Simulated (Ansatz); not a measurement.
## Two runs on W

System: W (6 atoms in the cell).
Method of the first run: DFT r2SCAN, scalar-relativistic, plane waves, PAW, no spin polarisation (Ansatz 0.2.0).

The structure derives from an entry of the Crystallography Open Database. Text and figures count atoms from 1; the logs count them from 0 in places.

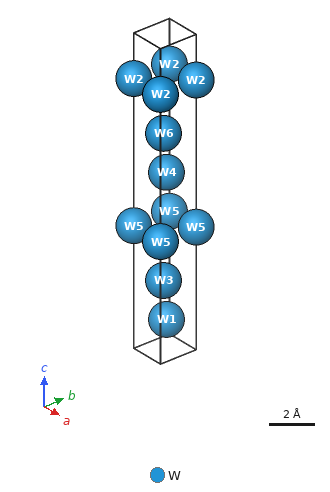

**Figure 1.** The structure as given in the input (spheres-only view of the cell of the calculation, set on other vectors, seen at an oblique angle; atoms are numbered from 1 in the order of the input). An atom can appear more than once, as a periodic image.

### The input, the first run
```yaml
crystal:
  lattice:
    - [2.0085763245, -2.0085763245, 0.0]
    - [2.0085763245, 0.0, -2.0085763245]
    - [8.6116555672, 8.6116555672, 8.6116555672]
  atoms:
    - { symbol: W, position: [0.6666666667, 0.6666666667, 0.0777308766] }
    - { symbol: W, position: [0.0, 0.0, 0.8551951357] }
    - { symbol: W, position: [0.3333333333, 0.3333333333, 0.2332237284] }
    - { symbol: W, position: [0.6666666667, 0.6666666667, 0.5442094321] }
    - { symbol: W, position: [0.0, 0.0, 0.3887165803] }
    - { symbol: W, position: [0.3333333333, 0.3333333333, 0.6997022839] }
basis:
  ecutwfc: 500
kpoints:
  mp_grid: { grid: [24, 24, 5] }
hamiltonian:
  xc: r2scan
scf:
  occupations: { method: gaussian, width: 0.15 }
output:
  forces: true
  stress: true
  eigenvalues: true
```

Command:
```bash
ansatz run input.yaml --threads 2 --pin off --max-ram 5120MiB --backend cpu --events-out ev --progress --plain --runs-dir out
```

Hardware: 2 threads of Arm Neoverse V1, 24 GiB of memory available, shared host.

### Output, shortened to warnings, some set-up lines, iterations and results (the first run)
```
Basis set: ecut = 500 eV, 2647 PW (Γ), exchange–correlation on 96×96×480 points (64 copies of the dense FFT grid, shifted against one another)
Symmetry: 12 space group operations
k-points: 279 of 2880
Initial density: superposition of atomic densities (neutral atoms: chi_scale 0, normalization atom), corrected by the library's trained network
[...]
SCF iter   1: F=—  HF=-62379.041796 eV  |F-HF|=—  |Δ(HF+E_count)|=         —  Δρ=9.06e-3  dr2=3.06e-1  dr2_τ=2.49e-1  ethr=1.77e-3  ⟨swp⟩=4.4  Hψ=52530  notcnv=0
SCF iter   2: F=—  HF=-62379.094059 eV  |F-HF|=—  |Δ(HF+E_count)|=   5.23e-2  Δρ=4.66e-3  dr2=1.54e-2  dr2_τ=6.37e-3  ethr=3.64e-4  ⟨swp⟩=1.0  Hψ=16461  notcnv=0  defer=3
SCF iter   3: F=—  HF=-62379.097162 eV  |F-HF|=—  |Δ(HF+E_count)|=   3.10e-3  Δρ=2.50e-3  dr2=9.50e-3  dr2_τ=4.65e-4  ethr=1.84e-5  ⟨swp⟩=2.1  Hψ=17500  notcnv=0  defer=3
SCF iter   4: F=—  HF=-62379.097854 eV  |F-HF|=—  |Δ(HF+E_count)|=   6.92e-4  Δρ=5.22e-4  dr2=6.32e-4  dr2_τ=3.45e-5  ethr=1.13e-5  ⟨swp⟩=2.0  Hψ=18124  notcnv=0  defer=3
SCF iter   5: F=—  HF=-62379.097897 eV  |F-HF|=—  |Δ(HF+E_count)|=   4.31e-5  Δρ=2.69e-4  dr2=1.40e-3  dr2_τ=1.87e-5  ethr=7.53e-7  ⟨swp⟩=2.1  Hψ=16870  notcnv=0  defer=3
SCF iter   6: F=—  HF=-62379.097891 eV  |F-HF|=—  |Δ(HF+E_count)|=   6.54e-6  Δρ=1.22e-4  dr2=1.42e-4  dr2_τ=2.99e-6  ethr=7.53e-7  ⟨swp⟩=1.0  Hψ=13685  notcnv=0  defer=3
SCF iter   7: F=—  HF=-62379.097895 eV  |F-HF|=—  |Δ(HF+E_count)|=   4.50e-6  Δρ=3.01e-5  dr2=5.69e-6  dr2_τ=4.83e-8  ethr=1.69e-7  ⟨swp⟩=1.1  Hψ=13706  notcnv=0  defer=3
SCF iter   8: F=—  HF=-62379.097971 eV  |F-HF|=—  |Δ(HF+E_count)|=   7.55e-5  Δρ=6.95e-6  dr2=1.52e-7  dr2_τ=3.92e-9  ethr=6.78e-9  ⟨swp⟩=2.0  Hψ=17747  notcnv=0  defer=3
SCF iter   9: F=-62379.097971 eV  HF=-62379.097971 eV  |F-HF|=2.24e-9  |Δ(HF+E_count)|=   8.21e-9  Δρ=1.66e-6  dr2=6.14e-9  dr2_τ=2.84e-10  ethr=1.19e-10  ⟨swp⟩=10.8  …
SCF 1 converged in 9 iterations: F = -62379.097971 eV  dr2 = 6.14e-9
SCF converged after 9 iterations
Free energy (F): -62379.097971 eV
Harris-Foulkes:  -62379.097971 eV  (|F-HF|=2.24e-9)
Internal energy: -62379.010964 eV  (E = F + TS)
E sigma→0 (E₀):  -62379.054467 eV
Entropy (-TS):   -0.087007 eV (-14.501 meV/atom)
Fermi energy:    19.766027 eV
--- Per-component energies (eV) ---
  E_band       = -752.782851
  E_kinetic    = 2692.510044
  E_local      = -4979.375209  (includes V_loc(G=0)·N_el)
  E_nonlocal   = 9.695014
  E_hartree    = 1896.719140
  E_xc         = -1487.872085
  E_vxc        = -1550.983819  (∫ρ·V_xc dr)
  E_paw        = -51558.603731  (= ΣΔE_a)
  E_vpaw       = -798.603769  (= ΣTr[D̂ρ^β])
  E_aug_tail   = -0.000275  (compensation charges beyond the density's cutoff)
  E_vtau       = 80.537319  (kinetic-family band-sum trace: ∫τ·v_τ [+ j·A + Jᵃ·Aᵃ] dr)
  E_ewald      = -8948.556169
  E_core_change = -3.527693  (= ΣΔE_core)
  E_smearing   = -0.087007  (= −TS)
  E_closure    = 0.000000  (closes the sum)
  Σ components = -62379.097971   (vs F -62379.097971, Δ=0.00e0)
--- Forces (eV/Å), atoms counted from 1 ---
  atom   1  W     -0.98242509    -0.98242509    -0.98242509
  atom   2  W      0.98242509     0.98242509     0.98242509
  atom   3  W      0.17360046     0.17360046     0.17360046
  atom   4  W     -0.14745776    -0.14745776    -0.14745776
  atom   5  W      0.14745776     0.14745776     0.14745776
  atom   6  W     -0.17360046    -0.17360046    -0.17360046
  max |Σ_I F_I| component: 3.05e-16 eV/Å
--- Stress (GPa, compression-positive) ---
       -7.657027       2.384610       2.384610
        2.384610      -7.657027       2.384610
        2.384610       2.384610      -7.657027
  P = ⅓ Tr σ = -7.6570 GPa (-76.570 kbar)
```

The input of the second run differs as follows (lines with − go, lines with + come):
```diff
-    - [8.6116555672, 8.6116555672, 8.6116555672]
+    - [8.3229804326, 8.3229804326, 8.3229804326]
-    - { symbol: W, position: [0.6666666667, 0.6666666667, 0.0777308766] }
-    - { symbol: W, position: [0.0, 0.0, 0.8551951357] }
-    - { symbol: W, position: [0.3333333333, 0.3333333333, 0.2332237284] }
-    - { symbol: W, position: [0.6666666667, 0.6666666667, 0.5442094321] }
-    - { symbol: W, position: [0.0, 0.0, 0.3887165803] }
-    - { symbol: W, position: [0.3333333333, 0.3333333333, 0.6997022839] }
+    - { symbol: W, position: [0.6666666667, 0.6666666667, 0.0804269026] }
+    - { symbol: W, position: [0.0, 0.0, 0.8848568143] }
+    - { symbol: W, position: [0.3333333333, 0.3333333333, 0.2413128849] }
+    - { symbol: W, position: [0.6666666667, 0.6666666667, 0.5630848496] }
+    - { symbol: W, position: [0.0, 0.0, 0.4021988673] }
+    - { symbol: W, position: [0.3333333333, 0.3333333333, 0.723970832] }
```

Predict how the results change.

With the same functional and potentials, the second run lies 134.6 meV per atom lower. The pressure goes from −7.66 to −6.23 GPa. The largest force goes from 1.702 to 2.275 eV/Å. The volume per atom goes from 17.37 to 16.79 Å³. The number of SCF iterations is the same. The plane waves at Γ go from 2647 to 2549.

### Output, shortened to warnings, some set-up lines, iterations and results (the second run)
```
Basis set: ecut = 500 eV, 2549 PW (Γ), exchange–correlation on 96×96×432 points (64 copies of the dense FFT grid, shifted against one another)
Symmetry: 12 space group operations
k-points: 279 of 2880
Initial density: superposition of atomic densities (neutral atoms: chi_scale 0, normalization atom), corrected by the library's trained network
[...]
SCF iter   1: F=—  HF=-62379.895301 eV  |F-HF|=—  |Δ(HF+E_count)|=         —  Δρ=1.27e-2  dr2=3.26e0  dr2_τ=2.74e-1  ethr=1.77e-3  ⟨swp⟩=4.3  Hψ=52144  notcnv=0
SCF iter   2: F=—  HF=-62379.900847 eV  |F-HF|=—  |Δ(HF+E_count)|=   5.55e-3  Δρ=4.91e-3  dr2=2.47e-2  dr2_τ=2.03e-2  ethr=1.77e-3  ⟨swp⟩=1.0  Hψ=16461  notcnv=0  defer=20
SCF iter   3: F=—  HF=-62379.906143 eV  |F-HF|=—  |Δ(HF+E_count)|=   5.30e-3  Δρ=2.78e-3  dr2=4.35e-2  dr2_τ=5.56e-4  ethr=2.93e-5  ⟨swp⟩=2.0  Hψ=16950  notcnv=0  defer=20
SCF iter   4: F=—  HF=-62379.905584 eV  |F-HF|=—  |Δ(HF+E_count)|=   5.59e-4  Δρ=6.82e-4  dr2=7.05e-4  dr2_τ=4.84e-5  ethr=2.93e-5  ⟨swp⟩=1.9  Hψ=15521  notcnv=0  defer=20
SCF iter   5: F=—  HF=-62379.905529 eV  |F-HF|=—  |Δ(HF+E_count)|=   5.51e-5  Δρ=2.90e-4  dr2=8.62e-4  dr2_τ=2.15e-5  ethr=8.39e-7  ⟨swp⟩=2.0  Hψ=18100  notcnv=0  defer=20
SCF iter   6: F=—  HF=-62379.905513 eV  |F-HF|=—  |Δ(HF+E_count)|=   1.58e-5  Δρ=1.10e-4  dr2=1.59e-4  dr2_τ=2.07e-6  ethr=8.39e-7  ⟨swp⟩=1.0  Hψ=13667  notcnv=0  defer=20
SCF iter   7: F=—  HF=-62379.905512 eV  |F-HF|=—  |Δ(HF+E_count)|=   1.53e-6  Δρ=3.31e-5  dr2=4.58e-6  dr2_τ=1.89e-7  ethr=1.89e-7  ⟨swp⟩=1.0  Hψ=13667  notcnv=0  defer=20
SCF iter   8: F=—  HF=-62379.905510 eV  |F-HF|=—  |Δ(HF+E_count)|=   1.79e-6  Δρ=1.23e-5  dr2=2.05e-6  dr2_τ=7.35e-9  ethr=5.45e-9  ⟨swp⟩=1.9  Hψ=16490  notcnv=0  defer=20
SCF iter   9: F=-62379.905510 eV  HF=-62379.905510 eV  |F-HF|=1.29e-8  |Δ(HF+E_count)|=   8.13e-9  Δρ=2.73e-6  dr2=2.01e-8  dr2_τ=8.29e-10  ethr=1.19e-10  ⟨swp⟩=9.3  Hψ=53766 …
SCF 1 converged in 9 iterations: F = -62379.905510 eV  dr2 = 2.01e-8
SCF converged after 9 iterations
Free energy (F): -62379.905510 eV
Harris-Foulkes:  -62379.905510 eV  (|F-HF|=1.29e-8)
Internal energy: -62379.820244 eV  (E = F + TS)
E sigma→0 (E₀):  -62379.862877 eV
Entropy (-TS):   -0.085266 eV (-14.211 meV/atom)
Fermi energy:    20.605776 eV
--- Per-component energies (eV) ---
  E_band       = -685.036307
  E_kinetic    = 2694.660439
  E_local      = -4098.632136  (includes V_loc(G=0)·N_el)
  E_nonlocal   = 8.720161
  E_hartree    = 1490.537662
  E_xc         = -1489.286159
  E_vxc        = -1552.882628  (∫ρ·V_xc dr)
  E_paw        = -51558.519637  (= ΣΔE_a)
  E_vpaw       = -798.504649  (= ΣTr[D̂ρ^β])
  E_aug_tail   = -0.000285  (compensation charges beyond the density's cutoff)
  E_vtau       = 80.527807  (kinetic-family band-sum trace: ∫τ·v_τ [+ j·A + Jᵃ·Aᵃ] dr)
  E_ewald      = -9423.772595
  E_core_change = -3.527693  (= ΣΔE_core)
  E_smearing   = -0.085266  (= −TS)
  E_closure    = -0.000000  (closes the sum)
  Σ components = -62379.905510   (vs F -62379.905510, Δ=0.00e0)
--- Forces (eV/Å), atoms counted from 1 ---
  atom   1  W     -1.31348654    -1.31348654    -1.31348654
  atom   2  W      1.31348654     1.31348654     1.31348654
  atom   3  W      0.20455565     0.20455565     0.20455565
  atom   4  W     -0.11115387    -0.11115387    -0.11115387
  atom   5  W      0.11115387     0.11115387     0.11115387
  atom   6  W     -0.20455565    -0.20455565    -0.20455565
  max |Σ_I F_I| component: 2.50e-16 eV/Å
--- Stress (GPa, compression-positive) ---
       -6.233144       1.120923       1.120923
        1.120923      -6.233144       1.120923
        1.120923       1.120923      -6.233144
  P = ⅓ Tr σ = -6.2331 GPa (-62.331 kbar)
```

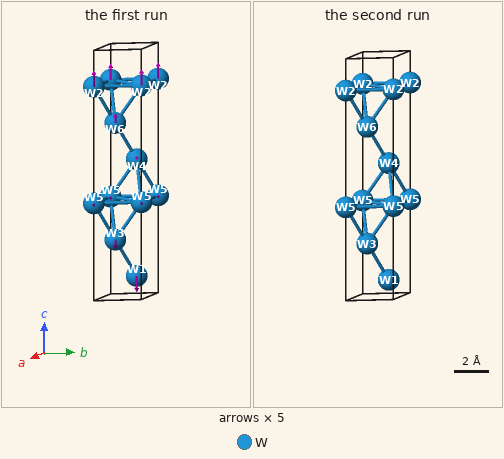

**Figure 2.** The two input geometries at one scale (ball-and-stick view of the cell of the calculation, set on other vectors, seen slightly off an axis). The pink arrows on the first give the shifts of the atoms relative to the cell, with their mean removed, magnified 5 times. The largest moves relative to the cell, 0.19 Å, are those of W1 and W2. (The mean shift of all atoms is removed.) The volume changes by −3.4 %, with a = b stay at 2.841 Å, c 14.916 → 14.416 Å (−3.4 %).

### The two runs side by side

| quantity | the first run | the second run |
| --- | --- | --- |
| outcome | converged | converged |
| free energy per atom (eV) | −10396.5163 | −10396.6509 |
| energy per atom, smearing taken to zero (eV) | −10396.5091 | −10396.6438 |
| gap on the mesh (eV) | 0.00 | 0.00 |
| pressure (GPa) | −7.66 | −6.23 |
| volume per atom (Å³) | 17.37 | 16.79 |
| largest force (eV/Å) | 1.702 | 2.275 |
| SCF iterations | 9 | 9 |
| irreducible k-points | 279 | 279 |
| plane waves at Γ | 2647 | 2549 |
| wall time (shared host) | 83 s | 94 s |

For both runs: Spin–orbit coupling is left out, which matters for W. For the first run: The cell is under a tension of 7.7 GPa at this level, so it is not at its equilibrium volume. For the second run: The cell is under a tension of 6.2 GPa at this level, so it is not at its equilibrium volume.
